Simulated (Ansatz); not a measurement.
# Run report: AlGaN, geometry relaxation (part 2 of 2)

AlGaN (P6₃/mmc, 6 atoms in the cell); DFT PBE, scalar-relativistic, plane waves, PAW, no spin polarisation (Ansatz 0.2.0); cutoff 420 eV, 12×12×8 k-mesh, Gaussian smearing of 0.1 eV. The structure was made by a generator, so it may or may not be a known phase.

Geometry of the input (Å; fractional positions):
```
4.4905  0.0000  0.0000
-2.2452  3.8889  0.0000
0.0000  0.0000  4.5062
Al 0.3333  0.6667  0.7500
Al 0.6667  0.3333  0.2500
Ga 0.0000  0.0000  0.2500
Ga 0.0000  0.0000  0.7500
N  0.3333  0.6667  0.2500
N  0.6667  0.3333  0.7500
```

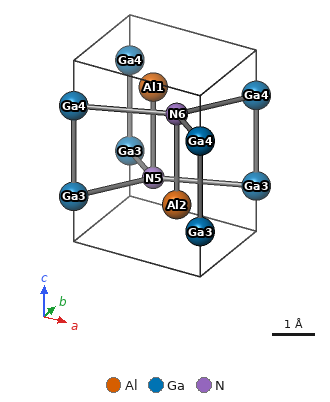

The geometry at step 2 of the log (ball-and-stick view of the cell of the calculation, seen slightly off an axis; atoms are numbered from 1 in the order of the input).

Output, continued:
```
SCF iter   1: F=—  HF=-9405.084617 eV  |F-HF|=—  |Δ(HF+E_count)|=         —  Δρ=5.13e-4  dr2=2.53e-4  ethr=5.53e-7  ⟨swp⟩=2.0  Hψ=12432  notcnv=0
preconditioner: auto → Kerker (q_TF=auto, 2.458 Å⁻¹)  [metal: Δε(μ)=0.036 eV  Ē_g=13.254 eV  σ=0.100 eV  W_gap=0.20  n_scr=20 (ndim 8)  ℏωp=27.2 eV  f_vac=0.000  D(μ)=3.05/eV (n_scr^D=20)]
SCF iter   2: F=—  HF=-9405.084682 eV  |F-HF|=—  |Δ(HF+E_count)|=   6.57e-5  Δρ=2.61e-4  dr2=6.75e-5  ethr=5.53e-7  ⟨swp⟩=1.0  Hψ=2565  notcnv=0
SCF iter   3: F=—  HF=-9405.084665 eV  |F-HF|=—  |Δ(HF+E_count)|=   1.74e-5  Δρ=5.17e-5  dr2=2.54e-6  ethr=1.61e-7  ⟨swp⟩=1.9  Hψ=2981  notcnv=0
SCF iter   4: F=—  HF=-9405.084665 eV  |F-HF|=—  |Δ(HF+E_count)|=   4.94e-7  Δρ=2.94e-5  dr2=4.43e-7  ethr=6.05e-9  ⟨swp⟩=2.2  Hψ=4444  notcnv=0
iter 5 did not close the SCF: its close was put off for the readings that it lacked (scf_convergence_deferred on its scf_iter line)
SCF iter   5: F=-9405.084664 eV  HF=-9405.084664 eV  |F-HF|=1.88e-8  |Δ(HF+E_count)|=   4.37e-7  Δρ=7.48e-6  dr2=4.28e-8  ethr=1.06e-9  ⟨swp⟩=2.0  Hψ=4419  notcnv=0
SCF iter   6: F=-9405.084664 eV  HF=-9405.084664 eV  |F-HF|=1.00e-9  |Δ(HF+E_count)|=   8.03e-9  Δρ=1.76e-6  dr2=2.03e-9  ethr=1.02e-10  ⟨swp⟩=4.9  Hψ=13987  notcnv=0
SCF 3 converged in 6 iterations: F = -9405.084664 eV  dr2 = 2.03e-9
relax step   3: F+E_penalty+E_count = -9405.08466414 eV  Δ(F+E_penalty+E_count) = -5.225e-4 eV  max|allowed force component| = 2.644e-16 eV/Å  Δτ_max = 0.0000 Å  P = +0.024 GPa  Ω = 78.558 Å³  energy of the carried Pulay correction = +1.644e-4 eV  (6 SCF iters, dr2 threshold 6.00e-7 eV, accepted)
Basis set: ecut = 420 eV, 1533 PW (Γ), exchange–correlation on 64×64×60 points (8 copies of the dense FFT grid, shifted against one another)
Initial wavefunctions: pseudopotential atomic-orbital guess (no wavefunctions were taken with the density)
iter 1 solved again at ethr=3.82e-8 eV; its pass at ethr=3.10e-3 eV (dr2=1.61e-5 eV) is discarded
SCF iter   1: F=—  HF=-9405.084349 eV  |F-HF|=—  |Δ(HF+E_count)|=         —  Δρ=1.28e-4  dr2=3.04e-7  ethr=3.82e-8  ⟨swp⟩=3.1  Hψ=18000  notcnv=0
preconditioner: auto → Kerker (q_TF=auto, 2.458 Å⁻¹)  [metal: Δε(μ)=0.039 eV  Ē_g=13.253 eV  σ=0.100 eV  W_gap=0.22  n_scr=20 (ndim 8)  ℏωp=27.2 eV  f_vac=0.000  D(μ)=3.05/eV (n_scr^D=20)]
SCF iter   2: F=—  HF=-9405.084467 eV  |F-HF|=—  |Δ(HF+E_count)|=   1.18e-4  Δρ=6.47e-5  dr2=7.60e-8  ethr=7.24e-10  ⟨swp⟩=2.0  Hψ=3741  notcnv=0
SCF iter   3: F=—  HF=-9405.084481 eV  |F-HF|=—  |Δ(HF+E_count)|=   1.39e-5  Δρ=5.70e-6  dr2=2.72e-9  ethr=1.81e-10  ⟨swp⟩=2.3  Hψ=3760  notcnv=0
SCF iter   4: F=—  HF=-9405.084481 eV  |F-HF|=—  |Δ(HF+E_count)|=   9.57e-8  Δρ=9.38e-7  dr2=5.11e-10  ethr=6.47e-12  ⟨swp⟩=2.4  Hψ=4325  notcnv=0
SCF iter   5: F=—  HF=-9405.084481 eV  |F-HF|=—  |Δ(HF+E_count)|=  8.00e-11  Δρ=4.72e-7  dr2=1.23e-10  ethr=1.22e-12  ⟨swp⟩=2.0  Hψ=3611  notcnv=0
SCF iter   6: F=-9405.084481 eV  HF=-9405.084481 eV  |F-HF|=1.09e-11  |Δ(HF+E_count)|=  2.91e-11  Δρ=1.28e-7  dr2=7.37e-12  ethr=1.00e-12  ⟨swp⟩=5.2  Hψ=10291  notcnv=0
SCF 4 converged in 6 iterations: F = -9405.084481 eV  dr2 = 7.37e-12
relax step   4: F+E_penalty+E_count = -9405.08448115 eV  Δ(F+E_penalty+E_count) = +1.830e-4 eV  max|allowed force component| = 1.850e-16 eV/Å  Δτ_max = 0.0000 Å  P = +0.021 GPa  Ω = 78.558 Å³  stress off target by 2.87e-2 GPa  SCF on the basis re-selected at this cell (its energy is not comparable with the rows above)  (6 SCF iters)
basis re-selected at this cell: Δ(F+E_penalty+E_count) = +1.830e-4 eV, ΔP = -0.003 GPa vs the last step (what re-selecting the basis moved, of the pressure what is left beyond the Pulay correction that the steps carried, after the strain that the cell walked since its last selection, with what the two solves' SCF thresholds leave and, on support functions, any second-order correction that the steps lacked; it is no measure of the basis error at this ecutwfc). The dense FFT grid was sized anew with the basis: this SCF ran on 32×32×30 points, the steps before it on 32×32×32, so part of this shift can come from that change (see relax.cell in the input reference). This SCF's stress stands 2.87e-2 GPa from its target on what of the cell is left free (relax.cell.stress_tol is 5.00e-2 GPa) and its largest allowed force component is 1.85e-16 eV/Å (relax.f_tol is 1.00e-2 eV/Å): within both
SCF converged after 6 iterations
Free energy (F): -9405.084481 eV
Harris-Foulkes:  -9405.084481 eV  (|F-HF|=1.09e-11)
Internal energy: -9405.069235 eV  (E = F + TS)
E sigma→0 (E₀):  -9405.076858 eV
Entropy (-TS):   -0.015246 eV (-2.541 meV/atom)
Fermi energy:    9.816358 eV
--- Per-component energies (eV) ---
  E_band       = -25.105552
  E_kinetic    = 526.784411
  E_local      = -4536.568194  (includes V_loc(G=0)·N_el)
  E_nonlocal   = 954.391239
  E_hartree    = 2102.376898
  E_xc         = -338.626575
  E_vxc        = -327.409476  (∫ρ·V_xc dr)
  E_paw        = -5153.561364  (= ΣΔE_a)
  E_vpaw       = -847.057329  (= ΣTr[D̂ρ^β])
  E_aug_tail   = -0.000010  (compensation charges beyond the density's cutoff)
  E_ewald      = -2959.865641
  E_smearing   = -0.015246  (= −TS)
  E_closure    = 0.000000  (closes the sum)
  Σ components = -9405.084481   (vs F -9405.084481, Δ=0.00e0)
--- Forces (eV/Å), atoms counted from 1 ---
  atom   1  Al    -0.00000000     0.00000000    -0.00000000
  atom   2  Al    -0.00000000    -0.00000000     0.00000000
  atom   3  Ga     0.00000000     0.00000000     0.00000000
  atom   4  Ga     0.00000000    -0.00000000    -0.00000000
  atom   5  N      0.00000000    -0.00000000    -0.00000000
  atom   6  N     -0.00000000     0.00000000     0.00000000
  max |Σ_I F_I| component: 1.20e-16 eV/Å
--- Stress (GPa, compression-positive) ---
        0.028661       0.000000      -0.000000
        0.000000       0.028661      -0.000000
        0.000000      -0.000000       0.004735
  P = ⅓ Tr σ = 0.0207 GPa (0.207 kbar)
--- Band table (eV; the first three rows and the last of 95) ---
  k-point 0: bands = ["-6.2375", "-5.7153", "-5.7153", "-5.5564", "-5.4745", "-5.4745", "-5.3396", "-5.3396", "-4.9950", "-4.9950", "-4.9202", "-3.4671", "2.0576", "3.7578", "5.7641", "5.7641", "6.1089", "6.1089", "6.3895", "7.1786", "9.4912", "9.8382", "9.8382", "10.8794", "12.1366", "12.1366", "14.8159"]
  k-point 1: bands = ["-6.1830", "-5.6901", "-5.6901", "-5.4848", "-5.4693", "-5.4693", "-5.3447", "-5.3447", "-5.0251", "-5.0251", "-4.9685", "-3.5406", "2.0632", "3.3869", "5.8241", "5.8241", "6.1765", "6.1765", "6.8583", "7.0175", "9.3660", "9.7081", "9.7081", "11.2285", "11.7631", "11.7631", "15.3582"]
  k-point 2: bands = ["-6.0310", "-5.6177", "-5.6177", "-5.4545", "-5.4545", "-5.3592", "-5.3592", "-5.2739", "-5.1094", "-5.1094", "-5.1063", "-3.7603", "2.0766", "2.7967", "5.9932", "5.9932", "6.3413", "6.3413", "6.7301", "7.2847", "9.4312", "9.4312", "9.7117", "10.9501", "10.9501", "12.0536", "16.5614"]
  k-point 94: bands = ["-5.4997", "-5.4997", "-5.4837", "-5.4837", "-5.4041", "-5.4041", "-5.3807", "-5.3807", "-5.3751", "-5.3751", "-4.0145", "-4.0145", "1.6171", "1.6171", "2.5704", "2.5704", "7.4624", "7.4624", "8.5881", "8.5881", "9.3452", "9.3452", "12.2092", "12.2092", "15.6604", "15.6604", "16.2912"]
--- Relaxed structure (3 steps of the walk, 3 accepted, 1 SCFs on fresh bases) ---
  F+E_penalty+E_count = -9405.08448115 eV   max|allowed force component| = 1.850e-16 eV/Å   (the final SCF, on the basis selected at the relaxed cell)
  cell:  # Å, volume = 78.5581 Å³
    - [4.4967480041682, -8.341753080613856e-33, 2.5693100444802047e-19]
    - [-2.2483740020841, 3.8942980060266335, -1.2846550222401093e-19]
    - [2.578318946913291e-19, -8.100969864712697e-34, 4.486038353191136]
  atoms:
    - { symbol: Al, position: [0.3333333333333333, 0.6666666666666666, 0.7499999999999999] }
    - { symbol: Al, position: [0.6666666666666666, 0.3333333333333333, 0.24999999999999994] }
    - { symbol: Ga, position: [1.5347254244335786e-34, 6.4398333576637e-35, 0.24999999999999994] }
    - { symbol: Ga, position: [1.2037062152420224e-35, 8.16801293695666e-36, 0.7499999999999999] }
    - { symbol: N, position: [0.3333333333333333, 0.6666666666666666, 0.24999999999999994] }
    - { symbol: N, position: [0.6666666666666666, 0.3333333333333333, 0.7499999999999999] }
```

Trajectory as extended XYZ (Å, eV, eV/Å), 4 frames, from step=1 to step=4:
```
6
Lattice="4.4905 0.0000 0.0000 -2.2452 3.8889 0.0000 0.0000 0.0000 4.5062" Properties=species:S:1:pos:R:3:forces:R:3 step=1 energy=-9405.08340 pressure_GPa=-0.30
Al    0.0000    2.5926    3.3797    0.0000   0.0000   0.0000
Al    2.2452    1.2963    1.1266    0.0000   0.0000   0.0000
Ga    0.0000    0.0000    1.1266    0.0000   0.0000   0.0000
Ga    0.0000    0.0000    3.3797    0.0000   0.0000   0.0000
N     0.0000    2.5926    1.1266    0.0000   0.0000   0.0000
N     2.2452    1.2963    3.3797    0.0000   0.0000   0.0000
6
Lattice="4.4911 0.0000 0.0000 -2.2455 3.8894 0.0000 0.0000 0.0000 4.4994" Properties=species:S:1:pos:R:3:forces:R:3 step=2 energy=-9405.08414 pressure_GPa=-0.13
Al    0.0000    2.5929    3.3746    0.0000   0.0000   0.0000
Al    2.2455    1.2965    1.1249    0.0000   0.0000   0.0000
Ga    0.0000    0.0000    1.1249    0.0000   0.0000   0.0000
Ga    0.0000    0.0000    3.3746    0.0000   0.0000   0.0000
N     0.0000    2.5929    1.1249    0.0000   0.0000   0.0000
N     2.2455    1.2965    3.3746    0.0000   0.0000   0.0000
6
Lattice="4.4967 0.0000 0.0000 -2.2484 3.8943 0.0000 0.0000 0.0000 4.4860" Properties=species:S:1:pos:R:3:forces:R:3 step=3 energy=-9405.08466 pressure_GPa=0.02
Al    0.0000    2.5962    3.3645    0.0000   0.0000   0.0000
Al    2.2484    1.2981    1.1215    0.0000   0.0000   0.0000
Ga    0.0000    0.0000    1.1215    0.0000   0.0000   0.0000
Ga    0.0000    0.0000    3.3645    0.0000   0.0000   0.0000
N     0.0000    2.5962    1.1215    0.0000   0.0000   0.0000
N     2.2484    1.2981    3.3645    0.0000   0.0000   0.0000
6
Lattice="4.4967 0.0000 0.0000 -2.2484 3.8943 0.0000 0.0000 0.0000 4.4860" Properties=species:S:1:pos:R:3:forces:R:3 step=4 energy=-9405.08448 pressure_GPa=0.02
Al    0.0000    2.5962    3.3645    0.0000   0.0000   0.0000
Al    2.2484    1.2981    1.1215    0.0000   0.0000   0.0000
Ga    0.0000    0.0000    1.1215    0.0000   0.0000   0.0000
Ga    0.0000    0.0000    3.3645    0.0000   0.0000   0.0000
N     0.0000    2.5962    1.1215    0.0000   0.0000   0.0000
N     2.2484    1.2981    3.3645    0.0000   0.0000   0.0000
```

Summary:

| quantity | value |
| --- | --- |
| outcome | converged |
| space group (tolerance 0.01 Å) | P6₃/mmc (194) |
| electrons treated | 42 |
| free energy | −9405.0845 eV |
| Fermi energy | 9.816 eV |
| gap on the k-point mesh | none (metallic) |
| pressure | 0.02 GPa |
| final volume | 78.56 Å³ |
| largest force (length of the vector) at the end | under 0.001 eV/Å |
| final cell | a = 4.497 Å, b = 4.497 Å, c = 4.486 Å, α = 90.00°, β = 90.00°, γ = 120.00° |
| hardware | 1 thread of Intel Xeon @ 2.50GHz (Skylake/Cascade Lake), 189 GiB of memory available, shared host |
| wall time | 1.7 min |
| peak memory | 0.5 GiB |
